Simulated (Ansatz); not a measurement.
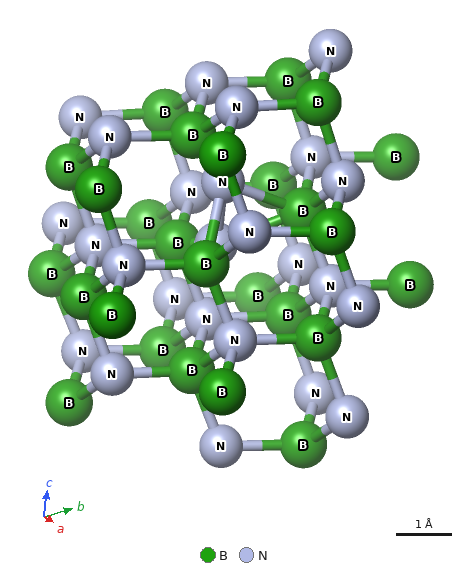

A defect cell of composition B$_{64}$N$_{65}$ (cell charge +1), before the relaxation. The picture is a ball-and-stick view of the atoms within 4.2 Å of the atom that moves most (axes of the cell of the calculation (origin shifted)), seen slightly off an axis.

These are results of DFT, PBEsol, PAW, plane waves in Ansatz, not measurements.

Set-up: plane-wave cutoff 420 eV; k-point mesh 1 × 1 × 1; mesh shifted by (0.25, 0.25, 0.25); no spin polarisation; atoms relaxed in a fixed cell; force threshold 0.03 eV/Å; at most 80 steps.

```
B N
1.0
     0.00000    7.21159    7.21159
     7.21159    0.00000    7.21159
     7.21159    7.21159    0.00000
B N
64 65
Direct
  0.99745 0.99817 0.00488
  0.49555 0.00273 0.00140
  0.99849 0.50142 0.00219
  0.99760 0.00049 0.50130
  0.24915 0.24930 0.25066
  0.50102 0.50249 0.99850
  0.49892 0.00031 0.50073
  0.74962 0.25261 0.24990
  0.00347 0.50081 0.50483
  0.24969 0.74851 0.24976
  0.25222 0.24873 0.75018
  0.50375 0.49855 0.49909
  0.74797 0.75175 0.24954
  0.75233 0.25188 0.74788
  0.24849 0.75086 0.74952
  0.74542 0.75517 0.75146
  0.00047 0.99777 0.25185
  0.25142 0.25082 0.00021
  0.50038 0.99487 0.25106
  0.75109 0.24822 0.99988
  0.00118 0.50033 0.24996
  0.24803 0.74789 0.00132
  0.99787 0.99962 0.75169
  0.25144 0.24689 0.50250
  0.49889 0.49904 0.24934
  0.74718 0.75245 0.00035
  0.50043 0.99906 0.74917
  0.74843 0.25317 0.49687
  0.99595 0.50021 0.75263
  0.24761 0.75034 0.50675
  0.49992 0.50045 0.74903
  0.75320 0.74930 0.49900
  0.99770 0.25130 0.00039
  0.24769 0.00317 0.25327
  0.49920 0.25186 0.99803
  0.74864 0.00200 0.24897
  0.00074 0.74998 0.99783
  0.00091 0.24981 0.50383
  0.24881 0.50029 0.25308
  0.50025 0.75400 0.00108
  0.24897 0.99919 0.74730
  0.49914 0.24676 0.50292
  0.74974 0.49772 0.25072
  0.75173 0.00183 0.74686
  0.00245 0.74658 0.49788
  0.24240 0.50566 0.74951
  0.50207 0.75044 0.49699
  0.74895 0.50092 0.75221
  0.24906 0.99987 0.99457
  0.75070 0.00180 0.00083
  0.99965 0.24667 0.25088
  0.25167 0.49802 0.00388
  0.24974 0.99649 0.49861
  0.49779 0.25292 0.24581
  0.74619 0.50427 0.00069
  0.75165 0.99915 0.50017
  0.99709 0.75098 0.24935
  0.99900 0.24627 0.75192
  0.25220 0.50106 0.49541
  0.49563 0.75120 0.25234
  0.50012 0.25263 0.74968
  0.75292 0.49632 0.50056
  0.00132 0.74732 0.74800
  0.49897 0.75187 0.74893
  0.06179 0.06107 0.06358
  0.55936 0.06269 0.06344
  0.06204 0.56082 0.06294
  0.06249 0.06277 0.55904
  0.31363 0.31185 0.31083
  0.56067 0.55924 0.06353
  0.56159 0.06181 0.56627
  0.81510 0.31596 0.31071
  0.06272 0.56019 0.56172
  0.30976 0.81016 0.31681
  0.31313 0.31197 0.81065
  0.55939 0.56442 0.48808
  0.81020 0.80960 0.31829
  0.81449 0.30926 0.81447
  0.30822 0.81445 0.81305
  0.81519 0.81077 0.81129
  0.06055 0.06529 0.31220
  0.31239 0.31102 0.06264
  0.56091 0.06061 0.31493
  0.81388 0.31092 0.06390
  0.06304 0.56064 0.31038
  0.31108 0.81657 0.06363
  0.05571 0.06190 0.81286
  0.31303 0.30725 0.56481
  0.55853 0.56560 0.31272
  0.81570 0.81694 0.05964
  0.56385 0.06373 0.81144
  0.80777 0.31143 0.56339
  0.06701 0.55965 0.81559
  0.30934 0.80663 0.56760
  0.56426 0.56649 0.80685
  0.81057 0.81654 0.56174
  0.06052 0.31355 0.06637
  0.30996 0.06126 0.31224
  0.56005 0.31429 0.06486
  0.81439 0.06300 0.30958
  0.05929 0.81280 0.06499
  0.06056 0.31699 0.56206
  0.31028 0.56095 0.31182
  0.55984 0.81360 0.06428
  0.30995 0.06406 0.81056
  0.56027 0.31519 0.56004
  0.80937 0.56402 0.31274
  0.81383 0.06213 0.81557
  0.06519 0.81088 0.56189
  0.31178 0.56507 0.81369
  0.56208 0.80907 0.56126
  0.81473 0.56416 0.80957
  0.31178 0.06242 0.06234
  0.81112 0.06652 0.06170
  0.06617 0.31100 0.31040
  0.31281 0.55823 0.06292
  0.31021 0.06678 0.55619
  0.56197 0.31714 0.31355
  0.80722 0.56541 0.06533
  0.80988 0.06379 0.56073
  0.06075 0.81322 0.31736
  0.06409 0.31162 0.81424
  0.31295 0.56470 0.56010
  0.56306 0.81331 0.31578
  0.56306 0.31102 0.81527
  0.80607 0.56377 0.56506
  0.06408 0.81523 0.80861
  0.56795 0.80966 0.80897
  0.56467 0.55917 0.63525
```

### Predict the outcome.

The energy falls by 20.286 eV per cell of the calculation in 9 geometry steps. Largest force component: 42 eV/Å at the start, 0.019 eV/Å at the end. N76 moves most: 0.52 Å roughly along [−1 1 1]. Largest moves by element: N 0.52 Å, B 0.29 Å. The lattice vectors keep their values. Some distances before and after: B12–N76 1.014 → 1.472 Å, B47–N129 1.762 → 2.214 Å, B31–N129 1.037 → 1.469 Å, B62–N76 1.785 → 2.212 Å. Among the angles between lasting bonds that change: B47–N76–N129 65.9° → 109.6°, B62–N129–N76 66.6° → 109.3°, N125–B31–N129 118.8° → 101.9°.

Step by step:

| step | E − E(0), meV/atom | largest force component, eV/Å |
| --- | --- | --- |
| 0 | 0.00 | 42.4791 |
| 1 | -116.84 | 8.6730 |
| 2 | -137.06 | 5.5889 |
| 3 | -138.70 | 17.9414 |
| 4 | -149.19 | 2.0475 |
| 5 | -155.37 | 1.3316 |
| 6 | -157.07 | 1.2466 |
| 7 | -157.23 | 0.3851 |
| 8 | -157.25 | 0.0648 |
| 9 | -157.26 | 0.0186 |

After the run, drawn alike:

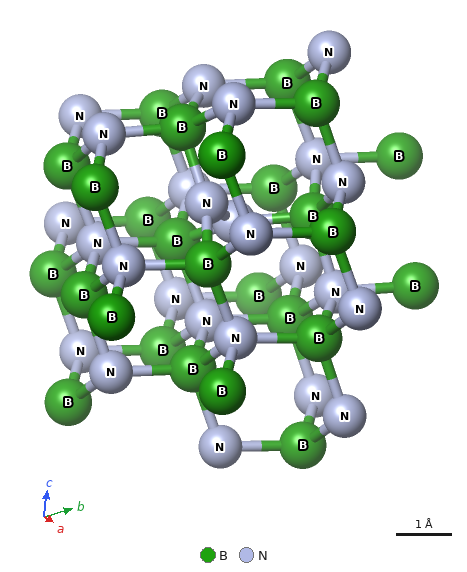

Limits of the set-up: the cell is charged, on a uniform background, and energies carry no finite-size correction.
